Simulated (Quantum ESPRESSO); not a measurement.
# BAs (F-43m): modes at Γ and the response to a field, part 2 of 5

Which modes does BAs (F-43m) have at the zone centre?

Quantum ESPRESSO 7.5; DFT PBE, scalar-relativistic, plane waves, PseudoDojo norm-conserving pseudopotentials.

So far. Step 2 (A probe with smearing): A gap of 1.3 eV opens on this mesh, so the crystal is taken as an insulator; the start stands at 2.8 GPa. Step 4 (Ground state): The cell stands at -0.0030 GPa, close enough for phonons.

### Step 5. Linear response at Γ

At q = 0 one unit cell holds all displacements; symmetry groups them into irreducible representations that are solved one by one. The response to a field gives ε∞ and the Born charges, which polar modes need.

ph.in reads:

```
phonons
 &inputph
    prefix='x',
    outdir='./tmp',
    fildyn='g.dyn',
    tr2_ph=1.0d-18,
    epsil=.true.,
 /
0.000000000000 0.000000000000 0.000000000000
```

Launch:

```console
$ OMP_NUM_THREADS=1 mpirun -n 4 ph.x -nk 4 -in ph.in > ph.out
```

The log of the run:

```text
[banners, grids, parts of the stress and lines that vanish by symmetry left out]
[banner, memory and clock lines left out]
Program PHONON v.7.5

     ./tmp/x.save/

     IMPORTANT: XC functional enforced from input :
     Exchange-correlation= PBE
                           (   1   4   3   4   0   0   0)
     Any further DFT definition will be discarded
     Please, verify this is what you really want

     G-vector sticks info

     Reading collected, re-writing distributed wavefunctions in ./tmp/

     Number and degeneracy of irreps per q-point
       N         xq(1)         xq(2)         xq(3)   N irreps
       1   0.000000000   0.000000000   0.000000000       2
        3   3

     Calculation of q =    0.0000000   0.0000000   0.0000000

     phonons

     bravais-lattice index     =            2
     lattice parameter (alat)  =       9.0876  a.u.
     unit-cell volume          =     187.6251 (a.u.)^3
     number of atoms/cell      =            2
     number of atomic types    =            2
     kinetic-energy cut-off    =      92.0000  Ry
     charge density cut-off    =     368.0000  Ry
     convergence threshold     =      1.0E-18
     beta                      =       0.7000
     number of iterations used =            4
     Exchange-correlation= PBE
                           (   1   4   3   4   0   0   0)

     celldm(1)=    9.08762  celldm(2)=    0.00000  celldm(3)=    0.00000
     celldm(4)=    0.00000  celldm(5)=    0.00000  celldm(6)=    0.00000

     crystal axes: (cart. coord. in units of alat)
               a(1) = ( -0.5000  0.0000  0.5000 )
               a(2) = (  0.0000  0.5000  0.5000 )
               a(3) = ( -0.5000  0.5000  0.0000 )

     reciprocal axes: (cart. coord. in units 2 pi/alat)
               b(1) = ( -1.0000 -1.0000  1.0000 )
               b(2) = (  1.0000  1.0000  1.0000 )
               b(3) = ( -1.0000  1.0000 -1.0000 )

     Atoms inside the unit cell:

     Cartesian axes

     site n.  atom      mass           positions (alat units)
        1  B      10.8100   tau(    1) = (    0.00000    0.00000    0.00000  )
        2  As     74.9216   tau(    2) = (   -0.25000    0.25000    0.25000  )

     Computing dynamical matrix for
                    q = (   0.0000000   0.0000000   0.0000000 )

     25 Sym.Ops. (with q -> -q+G )

     G cutoff =  769.8191  (  22227 G-vectors)     FFT grid: ( 40, 40, 40)
     number of k points=    72
                       cart. coord. in units 2pi/alat
        k(    1) = (   0.0000000   0.0000000   0.0000000), wk =   0.0011574
        k(    2) = (  -0.0833333   0.0833333  -0.0833333), wk =   0.0092593
        k(    3) = (  -0.1666667   0.1666667  -0.1666667), wk =   0.0092593
        [... further k-points left out ...]

     PseudoPot. # 1 for B  read from file:
     ./pseudo/B.upf
     Pseudo is Norm-conserving + core correction, Zval =  3.0
     Using radial grid of 1534 points,  4 beta functions with:
                l(1) =   0
                l(2) =   0
                l(3) =   1
                l(4) =   1

     PseudoPot. # 2 for As read from file:
     ./pseudo/As.upf
     Pseudo is Norm-conserving + core correction, Zval = 15.0
     Using radial grid of 1358 points,  6 beta functions with:
                l(1) =   0
                l(2) =   0
                l(3) =   1
                l(4) =   1
                l(5) =   2
                l(6) =   2

     Mode symmetry, T_d (-43m)  point group:

     Electric field:
     Dielectric constant
     Born effective charges as d Force / d E

     Atomic displacements:
     There are    2 irreducible representations

     Representation     1      3 modes -  To be done

     Representation     2      3 modes -  To be done

     Alpha used in Ewald sum =   2.8000

     Electric Fields Calculation

      iter #   1   av.it.:   7.7
      thresh= 1.000E-02 alpha_mix =  0.700 |ddv_scf|^2 =  4.166E-08

      iter #   2   av.it.:  14.8
      thresh= 2.041E-05 alpha_mix =  0.700 |ddv_scf|^2 =  2.593E-09

      iter #   3   av.it.:  15.1
      thresh= 5.092E-06 alpha_mix =  0.700 |ddv_scf|^2 =  2.384E-10

      iter #   4   av.it.:  14.9
      thresh= 1.544E-06 alpha_mix =  0.700 |ddv_scf|^2 =  1.290E-11

      iter #   5   av.it.:  14.4
      thresh= 3.591E-07 alpha_mix =  0.700 |ddv_scf|^2 =  1.737E-13

      iter #   6   av.it.:  14.6
      thresh= 4.167E-08 alpha_mix =  0.700 |ddv_scf|^2 =  1.905E-15

      iter #   7   av.it.:  14.6
      thresh= 4.365E-09 alpha_mix =  0.700 |ddv_scf|^2 =  1.022E-16

      iter #   8   av.it.:  14.7
      thresh= 1.011E-09 alpha_mix =  0.700 |ddv_scf|^2 =  6.775E-19

     End of electric fields calculation

          Dielectric constant in cartesian axis

          (       9.827695540      -0.000000000      -0.000000000 )
          (      -0.000000000       9.827695540       0.000000000 )
          (      -0.000000000       0.000000000       9.827695540 )

          Effective charges (d Force / dE) in cartesian axis without acoustic sum rule applied (asr)

           atom    1  B     Mean Z*:       -0.45159
      Ex  (       -0.45159       -0.00000       -0.00000 )
      Ey  (       -0.00000       -0.45159        0.00000 )
      Ez  (       -0.00000        0.00000       -0.45159 )
           atom    2  As    Mean Z*:        0.44621
      Ex  (        0.44621        0.00000        0.00000 )
      Ey  (        0.00000        0.44621       -0.00000 )
      Ez  (        0.00000       -0.00000        0.44621 )

          Effective charges Sum: Mean:       -0.00538
             -0.00538        0.00000        0.00000
              0.00000       -0.00538        0.00000
              0.00000        0.00000       -0.00538

          Effective charges (d Force / dE) in cartesian axis with asr applied:
           atom    1  B     Mean Z*:       -0.44890
      E*x (       -0.44890       -0.00000       -0.00000 )
      E*y (       -0.00000       -0.44890        0.00000 )
      E*z (       -0.00000        0.00000       -0.44890 )
           atom    2  As    Mean Z*:        0.44890
      E*x (        0.44890        0.00000        0.00000 )
      E*y (        0.00000        0.44890       -0.00000 )
      E*z (        0.00000       -0.00000        0.44890 )

     Representation #   1 modes #   1   2   3

     Self-consistent Calculation

      iter #   1   av.it.:  10.9
      thresh= 1.000E-02 alpha_mix =  0.700 |ddv_scf|^2 =  6.545E-06

      iter #   2   av.it.:  15.5
      thresh= 2.558E-04 alpha_mix =  0.700 |ddv_scf|^2 =  9.416E-07

      iter #   3   av.it.:  15.0
      thresh= 9.704E-05 alpha_mix =  0.700 |ddv_scf|^2 =  1.588E-09

      iter #   4   av.it.:  14.8
      thresh= 3.984E-06 alpha_mix =  0.700 |ddv_scf|^2 =  4.974E-11

      iter #   5   av.it.:  14.0
      thresh= 7.053E-07 alpha_mix =  0.700 |ddv_scf|^2 =  1.277E-12

      iter #   6   av.it.:  14.8
      thresh= 1.130E-07 alpha_mix =  0.700 |ddv_scf|^2 =  2.653E-14

[...]
End of self-consistent calculation

     Convergence has been achieved

     Representation #   2 modes #   4   5   6

     Self-consistent Calculation

[...]
iter #   2   av.it.:  14.6
      thresh= 1.596E-05 alpha_mix =  0.700 |ddv_scf|^2 =  1.833E-10

      iter #   3   av.it.:  15.2
      thresh= 1.354E-06 alpha_mix =  0.700 |ddv_scf|^2 =  1.666E-11

      iter #   4   av.it.:  15.1
      thresh= 4.082E-07 alpha_mix =  0.700 |ddv_scf|^2 =  1.669E-12

      iter #   5   av.it.:  15.0
      thresh= 1.292E-07 alpha_mix =  0.700 |ddv_scf|^2 =  4.518E-15

      iter #   6   av.it.:  14.9
      thresh= 6.721E-09 alpha_mix =  0.700 |ddv_scf|^2 =  5.973E-17

      iter #   7   av.it.:  14.6
      thresh= 7.728E-10 alpha_mix =  0.700 |ddv_scf|^2 =  1.891E-18

      iter #   8   av.it.:  14.8
      thresh= 1.375E-10 alpha_mix =  0.700 |ddv_scf|^2 =  2.424E-20

     End of self-consistent calculation

     Convergence has been achieved

     Number of q in the star =    1
     List of q in the star:
          1   0.000000000   0.000000000   0.000000000

          Dielectric constant in cartesian axis

          (       9.827695540      -0.000000000      -0.000000000 )
          (      -0.000000000       9.827695540       0.000000000 )
          (      -0.000000000       0.000000000       9.827695540 )

          Effective charges (d Force / dE) in cartesian axis without acoustic sum rule applied (asr)

           atom    1  B     Mean Z*:       -0.45159
      Ex  (       -0.45159       -0.00000       -0.00000 )
      Ey  (       -0.00000       -0.45159        0.00000 )
      Ez  (       -0.00000        0.00000       -0.45159 )
           atom    2  As    Mean Z*:        0.44621
      Ex  (        0.44621        0.00000        0.00000 )
      Ey  (        0.00000        0.44621       -0.00000 )
      Ez  (        0.00000       -0.00000        0.44621 )

          Effective charges Sum: Mean:       -0.00538
             -0.00538        0.00000        0.00000
              0.00000       -0.00538        0.00000
              0.00000        0.00000       -0.00538

          Effective charges (d Force / dE) in cartesian axis with asr applied:
           atom    1  B     Mean Z*:       -0.44890
      E*x (       -0.44890       -0.00000       -0.00000 )
      E*y (       -0.00000       -0.44890        0.00000 )
      E*z (       -0.00000        0.00000       -0.44890 )
           atom    2  As    Mean Z*:        0.44890
      E*x (        0.44890        0.00000        0.00000 )
      E*y (        0.00000        0.44890       -0.00000 )
      E*z (        0.00000       -0.00000        0.44890 )

     Diagonalizing the dynamical matrix

     q = (    0.000000000   0.000000000   0.000000000 )

 **************************************************************************
     freq (    1) =      -0.108852 [THz] =      -3.630923 [cm-1]
     freq (    2) =      -0.108852 [THz] =      -3.630923 [cm-1]
     freq (    3) =      -0.108852 [THz] =      -3.630923 [cm-1]
     freq (    4) =      20.325838 [THz] =     677.996976 [cm-1]
     freq (    5) =      20.325838 [THz] =     677.996976 [cm-1]
     freq (    6) =      20.325838 [THz] =     677.996976 [cm-1]
 **************************************************************************

     Mode symmetry, T_d (-43m)  point group:

     freq (   1-   3) =         -3.6  [cm-1]   --> T_2  G_15 P_4   I+R
     freq (   4-   6) =        678.0  [cm-1]   --> T_2  G_15 P_4   I+R
```

Run time: 3.3 min. Hardware: 4 MPI ranks of Arm Neoverse V2, shared host.

This step gave:

```yaml
miss_of_the_charge_sum_rule: 0.005380 e
largest_acoustic_frequency_at_the_zone_centre_before_the_sum_rule: -3.63 cm⁻¹
highest_optical_zone_centre_mode_no_lo_to_term: 678 cm⁻¹
lowest_optical_zone_centre_mode: 678 cm⁻¹
mean_high_frequency_dielectric_constant: 9.828
largest_born_charge_in_size_third_of_the_trace: 0.4516 e
```

Born charge (rows field, columns displacement), before the sum rule (e), principal values of the symmetric part by kind of site:

```
atom  atoms with these values      low   middle     high     mean
  B1                        1  -0.4516  -0.4516  -0.4516  -0.4516
 As2                        1   0.4462   0.4462   0.4462   0.4462
```

In full for As2:

```
0.4462 0.0000 0.0000
0.0000 0.4462 0.0000
0.0000 0.0000 0.4462
```

High-frequency dielectric tensor:

```
9.83 0.00 0.00
0.00 9.83 0.00
0.00 0.00 9.83
```

The acoustic modes at Γ come out as far as 3.6 cm⁻¹ from zero, where they should vanish, a small numerical error; the Born charges miss their sum rule by 0.0054 e, which is good.

### Step 6. Zone-centre analysis

A rigid shift of the crystal must cost nothing, but grids and finite bases break this; the acoustic sum rule is imposed before the matrix is diagonalised again. With Born charges the intensities follow, and the static dielectric tensor.

dynmat.in reads:

```
 &input
    fildyn='g.dyn',
    asr='simple',
    fileig='dynmat.eig',
    lperm=.true.,
 /
```

Launch:

```console
$ dynmat.x -in dynmat.in > dynmat.out
```

The log of the run:

```text
[banner, memory and clock lines left out]
Program DYNMAT v.7.5

     Reading Dynamical Matrix from file g.dyn
     ...Force constants read
     ...epsilon and Z* read
     A direction for q was not specified:TO-LO splitting will be absent

     Polarizability (A^3 units)
     multiply by 0.253642 for Clausius-Mossotti correction
        19.531327   -0.000000   -0.000000
        -0.000000   19.531327    0.000000
        -0.000000    0.000000   19.531327

     IR activities are in (D/A)^2/amu units

# mode   [cm-1]    [THz]      IR
    1      0.00    0.0000    0.0000
    2      0.00    0.0000    0.0000
    3      0.00    0.0000    0.0000
    4    678.00   20.3259    0.4921
    5    678.00   20.3259    0.4921
    6    678.00   20.3259    0.4921

Electronic dielectric permittivity tensor (relative, adimensional)
         9.827696   -0.000000   -0.000000
        -0.000000    9.827696    0.000000
        -0.000000    0.000000    9.827696

 ... with zone-center polar mode contributions
         9.909822    0.000000    0.000000
         0.000000    9.909822    0.000000
         0.000000    0.000000    9.909822
```

Run time: 0.45 s. Hardware: 1 thread.

This step gave:

| Property | Result |
| --- | --- |
| mean static dielectric constant | 9.910 |

Unit eigenvectors of the mass-weighted matrix after the sum rule; no LO-TO term. Modes at Γ, with each element's share of the kinetic energy:

```
mode  frequency (cm⁻¹)  symmetry  B %  As %
   1               0.0  acoustic   13    87
   2               0.0  acoustic   13    87
   3               0.0  acoustic   13    87
   4             678.0        T2   87    13
   5             678.0        T2   87    13
   6             678.0        T2   87    13
```

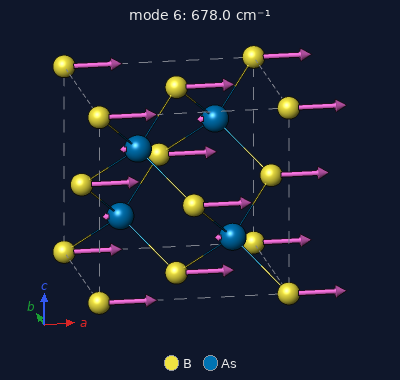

Displacement patterns of mode 6 at Γ; arrows are exaggerated. Bonds to atoms that aren't drawn are left out. Some periodic images of atoms are drawn too.

Degenerate modes summed, no LO-TO term. Lines of the infrared spectrum (strongest = 100):

```
position (cm⁻¹)  lines merged  label  IR intensity, relative
            678             3     T2                     100
```

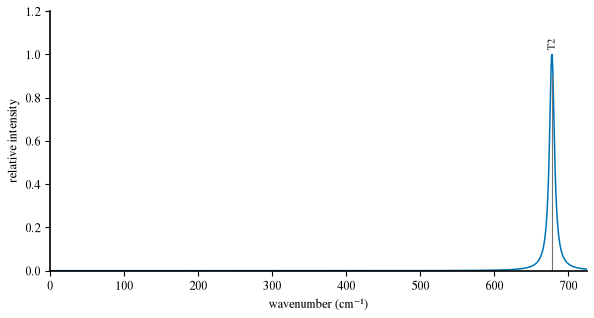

The infrared spectrum, broadened with Lorentzians of width 8 cm⁻¹; bars mark the lines.

Static dielectric tensor (ions relaxed, fixed cell):

```
9.91 0.00 0.00
0.00 9.91 0.00
0.00 0.00 9.91
```

The rule moves no optical mode by more than 0.1 cm⁻¹.

(Part 2 of 5 ends here.)

[Host names and launcher messages were left out of these logs when they were recorded.]

[Logs are printed without paths, hosts, clocks, repeated set-up lines and the standing remarks that a program may print on its own settings, such as how far it seeks lower states.]

[Hosts, paths, dates, database ids (printed as entryN), source tags and the programs' standing remarks are cut or masked in the printed files.]
